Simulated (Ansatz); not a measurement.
## Geometry relaxation of TaN (part 2 of 2)

Continued. System: TaN (P-62m, 6 atoms in the cell). Method: DFT r2SCAN, scalar-relativistic, plane waves, PAW, no spin polarisation (Ansatz 0.2.0); cutoff 500 eV, 12×12×12 k-mesh, Gaussian smearing of 0.1 eV. The structure derives from an entry of the Crystallography Open Database.

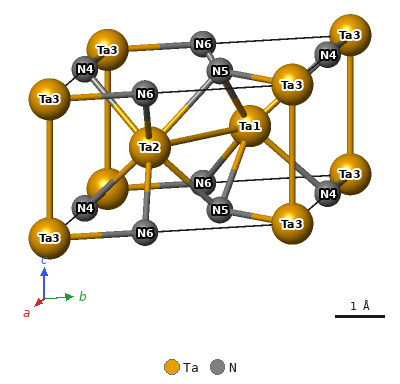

**Figure 1.** The geometry at step 3 of the log (ball-and-stick view of the cell of the calculation, seen slightly off an axis; atoms are numbered from 1 in the order of the input).

### Output, continued
```
--- Per-component energies (eV) ---
  E_band       = -268.097332
  E_kinetic    = 1503.060460
  E_local      = -2035.276148  (includes V_loc(G=0)·N_el)
  E_nonlocal   = 179.173896
  E_hartree    = 691.780843
  E_xc         = -796.277129
  E_vxc        = -924.085767  (∫ρ·V_xc dr)
  E_paw        = -25656.730014  (= ΣΔE_a)
  E_vpaw       = -422.044275  (= ΣTr[D̂ρ^β])
  E_aug_tail   = 0.000297  (compensation charges beyond the density's cutoff)
  E_vtau       = 47.512597  (kinetic-family band-sum trace: ∫τ·v_τ [+ j·A + Jᵃ·Aᵃ] dr)
  E_ewald      = -4878.916427
  E_core_change = -2.357535  (= ΣΔE_core)
  E_smearing   = -0.002223  (= −TS)
  E_closure    = -0.000000  (closes the sum)
  Σ components = -30995.543980   (vs F -30995.543980, Δ=0.00e0)
--- Forces (eV/Å), atoms counted from 1 ---
  atom   1  Ta    -0.00000000     0.00000000     0.00000000
  atom   2  Ta     0.00000000    -0.00000000     0.00000000
  atom   3  Ta    -0.00000000    -0.00000000     0.00000000
  atom   4  N     -0.00204925     0.00000000     0.00000000
  atom   5  N      0.00102462     0.00177470     0.00000000
  atom   6  N      0.00102462    -0.00177470     0.00000000
  max |Σ_I F_I| component: 1.94e-16 eV/Å
--- Stress (GPa, compression-positive) ---
       -0.017443       0.000000       0.000000
        0.000000      -0.017443       0.000000
        0.000000       0.000000       0.024349
  P = ⅓ Tr σ = -0.0035 GPa (-0.035 kbar)
--- Band table (eV; the first three rows and the last of 133) ---
  k-point 0: bands = ["-51.6773", "-51.6296", "-50.9846", "-17.8377", "-17.8377", "-17.4700", "-17.4700", "-17.2879", "-17.1762", "-17.0000", "-17.0000", "-16.3558", "0.3009", "2.9662", "2.9662", "10.0014", "12.8028", "12.8028", "12.9553", "13.6556", "13.6556", "14.4126", "14.4126", "15.1036", "16.1115", "17.7150", "18.7301", "18.7301", "20.4439", "20.4439", "21.5889", "21.7526", "21.7526"]
  k-point 1: bands = ["-51.6741", "-51.6265", "-50.9816", "-17.8273", "-17.8273", "-17.4596", "-17.4596", "-17.3503", "-17.2312", "-16.9990", "-16.9990", "-16.4058", "0.4331", "2.9296", "2.9296", "10.2356", "12.6907", "12.6907", "13.0722", "13.5784", "13.5784", "14.3848", "14.3848", "14.7170", "16.3569", "18.0692", "18.4119", "18.4119", "20.8392", "20.8392", "21.7034", "21.8096", "21.8096"]
  k-point 2: bands = ["-51.6654", "-51.6182", "-50.9737", "-17.7988", "-17.7988", "-17.5175", "-17.4304", "-17.4304", "-17.3791", "-16.9966", "-16.9966", "-16.5407", "0.8021", "2.8273", "2.8273", "10.8938", "12.3597", "12.3597", "13.1406", "13.5036", "13.5036", "14.0870", "14.2057", "14.2057", "17.1213", "17.9892", "17.9892", "18.9017", "21.2949", "21.2949", "21.7874", "21.7874", "22.0399"]
  k-point 132: bands = ["-51.6068", "-51.6068", "-50.9409", "-18.0728", "-18.0728", "-17.7471", "-17.4900", "-17.4900", "-17.2487", "-17.0420", "-16.9847", "-16.9847", "2.0501", "2.7245", "2.7245", "11.2350", "11.2350", "12.0751", "12.0751", "12.4177", "12.5938", "12.8379", "15.3964", "15.3964", "17.0588", "17.0588", "17.8107", "22.3210", "22.3210", "22.3502", "22.5352", "22.5352", "23.6256"]
--- Relaxed structure (4 steps of the walk, 3 accepted, 1 SCFs on fresh bases) ---
  F+E_penalty+E_count = -30995.54398009 eV   max|allowed force component| = 2.049e-3 eV/Å   (the final SCF, on the basis selected at the relaxed cell)
  cell:  # Å, volume = 68.1431 Å³
    - [5.199629825378045, -2.888778916561022e-11, 0.0]
    - [-2.599814912664005, 4.503011519067075, 0.0]
    - [0.0, 0.0, 2.9103592733364194]
  atoms:
    - { symbol: Ta, position: [0.33333333333333337, 0.6666666666666667, 0.5] }
    - { symbol: Ta, position: [0.6666666666666666, 0.33333333333333337, 0.5] }
    - { symbol: Ta, position: [2.2480086749458294e-20, 2.4094084361350965e-20, 0.0] }
    - { symbol: N, position: [0.39240636454686767, 5.041547693701538e-20, 0.0] }
    - { symbol: N, position: [0.6075936354531323, 0.6075936354531323, 0.0] }
    - { symbol: N, position: [2.7755575615628914e-17, 0.3924063645468678, 0.0] }
```

### Trajectory as extended XYZ (Å, eV, eV/Å), 5 frames, from step=1 to step=5
```
6
Lattice="5.1960 0.0000 0.0000 -2.5980 4.4999 0.0000 0.0000 0.0000 2.9110" Properties=species:S:1:pos:R:3:forces:R:3 step=1 energy=-30995.54373 pressure_GPa=0.31
Ta    0.0000    2.9999    1.4555    0.0000   0.0000   0.0000
Ta    2.5980    1.5000    1.4555    0.0000   0.0000   0.0000
Ta    0.0000    0.0000    0.0000    0.0000   0.0000   0.0000
N     2.0412    0.0000    0.0000   -0.0388   0.0000   0.0000
N     1.5774    2.7321    0.0000    0.0194   0.0336   0.0000
N    -1.0206    1.7678    0.0000    0.0194  -0.0336   0.0000
6
Lattice="5.2045 0.0000 0.0000 -2.6022 4.5072 0.0000 0.0000 0.0000 2.9066" Properties=species:S:1:pos:R:3:forces:R:3 step=2 energy=-30995.54354 pressure_GPa=-0.14 accepted=F
Ta    0.0000    3.0048    1.4533    0.0000   0.0000   0.0000
Ta    2.6022    1.5024    1.4533    0.0000   0.0000   0.0000
Ta    0.0000    0.0000    0.0000    0.0000   0.0000   0.0000
N     2.0410    0.0000    0.0000    0.0105   0.0000   0.0000
N     1.5817    2.7397    0.0000   -0.0052  -0.0091   0.0000
N    -1.0205    1.7676    0.0000   -0.0052   0.0091   0.0000
6
Lattice="5.1998 0.0000 0.0000 -2.5999 4.5032 0.0000 0.0000 0.0000 2.9104" Properties=species:S:1:pos:R:3:forces:R:3 step=3 energy=-30995.54393 pressure_GPa=-0.04
Ta    0.0000    3.0021    1.4552    0.0000   0.0000   0.0000
Ta    2.5999    1.5011    1.4552    0.0000   0.0000   0.0000
Ta    0.0000    0.0000    0.0000    0.0000   0.0000   0.0000
N     2.0407    0.0000    0.0000   -0.0083   0.0000   0.0000
N     1.5795    2.7359    0.0000    0.0041   0.0072   0.0000
N    -1.0204    1.7673    0.0000    0.0041  -0.0072   0.0000
6
Lattice="5.1996 0.0000 0.0000 -2.5998 4.5030 0.0000 0.0000 0.0000 2.9104" Properties=species:S:1:pos:R:3:forces:R:3 step=4 energy=-30995.54394 pressure_GPa=-0.00
Ta    0.0000    3.0020    1.4552    0.0000   0.0000   0.0000
Ta    2.5998    1.5010    1.4552    0.0000   0.0000   0.0000
Ta    0.0000    0.0000    0.0000    0.0000   0.0000   0.0000
N     2.0404    0.0000    0.0000   -0.0020   0.0000   0.0000
N     1.5796    2.7360    0.0000    0.0010   0.0018   0.0000
N    -1.0202    1.7670    0.0000    0.0010  -0.0018   0.0000
6
Lattice="5.1996 0.0000 0.0000 -2.5998 4.5030 0.0000 0.0000 0.0000 2.9104" Properties=species:S:1:pos:R:3:forces:R:3 step=5 energy=-30995.54398 pressure_GPa=-0.00
Ta    0.0000    3.0020    1.4552    0.0000   0.0000   0.0000
Ta    2.5998    1.5010    1.4552    0.0000   0.0000   0.0000
Ta    0.0000    0.0000    0.0000    0.0000   0.0000   0.0000
N     2.0404    0.0000    0.0000   -0.0020   0.0000   0.0000
N     1.5796    2.7360    0.0000    0.0010   0.0018   0.0000
N    -1.0202    1.7670    0.0000    0.0010  -0.0018   0.0000
```

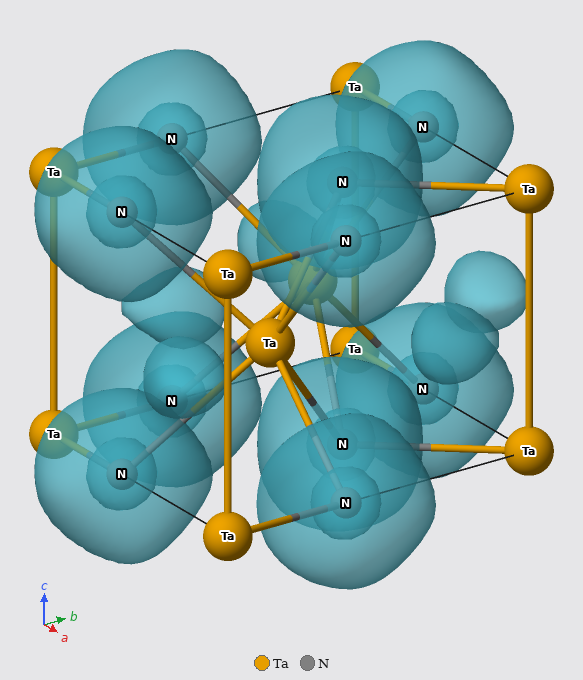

**Figure 2.** Isosurface of the electron localisation function at 0.6 (cyan), seen slightly off an axis. Only the valence region is drawn (cores and ρ < 0.01 e/Å³ removed). Sticks mark near contacts. The outline is the cell set on symmetry axes. Profiles from the grid: Ta–N (2.04 Å): the ELF is about 0.30 at the midpoint; no shared pair; the contact is polar. Ta–Ta (2.91 Å): the ELF is about 0.20 at the midpoint; no shared electron pair. Core electrons are frozen (PAW), so the fields are smoothed inside the atomic spheres.

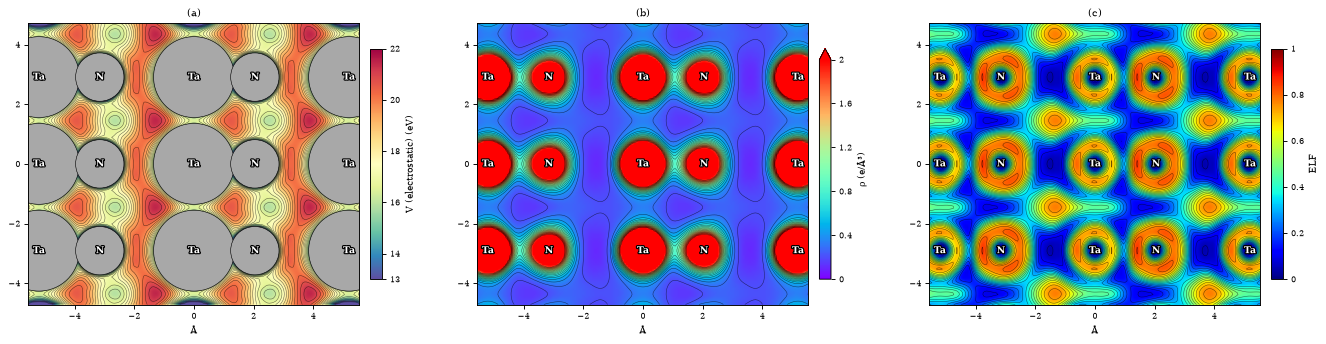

**Figure 3.** (a) electrostatic potential (local pseudopotential plus Hartree) felt by an electron; (b) valence charge density (pseudo); (c) electron localisation function on the (010) plane of the conventional cell. Grey discs, where drawn, cover atomic cores. The section cuts through Ta and N sites. Ta–N (2.04 Å): the density is about 0.87 e/Å³ at the midpoint; the ELF is about 0.30 at the midpoint (a polar contact without a shared pair, in a metal). Ta–Ta (2.91 Å): the density is about 0.34 e/Å³ at the midpoint; the ELF is about 0.45 at the midpoint; no localised pair between them. Away from the nuclei the density in this plane falls to 0.11 e/Å³ at its lowest.  The strong features right at Ta lie inside the PAW spheres (semicore, d or f shells) and say nothing about bonding. Outside the cores the potential energy rises away from the atoms and is highest about 1.9 Å from the nearest atoms; outside the discs it spans about 8 eV, and its zero is arbitrary.

The run was set up as follows.

### Input
```yaml
crystal:
  lattice:
    - [5.1960008669, 0.0, 0.0]
    - [-2.5980004334, 4.4998687488, 0.0]
    - [0.0, 0.0, 2.911]
  atoms:
    - { symbol: Ta, position: [0.3333333333, 0.6666666667, 0.5] }
    - { symbol: Ta, position: [0.6666666667, 0.3333333333, 0.5] }
    - { symbol: Ta, position: [0.0, 0.0, 0.0] }
    - { symbol: "N", position: [0.39285, 0.0, 0.0] }
    - { symbol: "N", position: [0.60715, 0.60715, 0.0] }
    - { symbol: "N", position: [0.0, 0.39285, 0.0] }
basis:
  ecutwfc: 500
kpoints:
  mp_grid: { grid: [12, 12, 12] }
hamiltonian:
  xc: r2scan
scf:
  occupations: { method: gaussian, width: 0.1 }
output:
  forces: true
  stress: true
  eigenvalues: true
  write_density: true
  write_potential: true
  elf: true
  volumetric_format: npy
relax:
  adjacent_minimum: "off"
  f_tol: 0.005
  max_steps: 80
  cell: { stress_tol: 0.05 }
```

Run as:
```bash
ansatz run input.yaml --threads 1 --pin off --max-ram 2560MiB --backend cpu --events-out ev --progress --plain --runs-dir out
```

### Key numbers

| quantity | value |
| --- | --- |
| outcome | converged |
| space group (tolerance 0.01 Å) | P-62m (189) |
| electrons treated | 54 |
| free energy | −30995.5440 eV |
| Fermi energy | 19.761 eV |
| gap on the k-point mesh | none (metallic) |
| pressure | 0.00 GPa |
| final volume | 68.14 Å³ |
| largest force (length of the vector) at the end | 0.002 eV/Å |
| final cell | a = 5.200 Å, b = 5.200 Å, c = 2.910 Å, α = 90.00°, β = 90.00°, γ = 120.00° |
| hardware | 1 thread of Intel Xeon @ 2.50GHz (Skylake/Cascade Lake), 192 GiB of memory available, shared host |
| wall time | 5.2 min |
| peak memory | 0.8 GiB |

### Remarks

Spin–orbit coupling is left out, which matters for Ta.
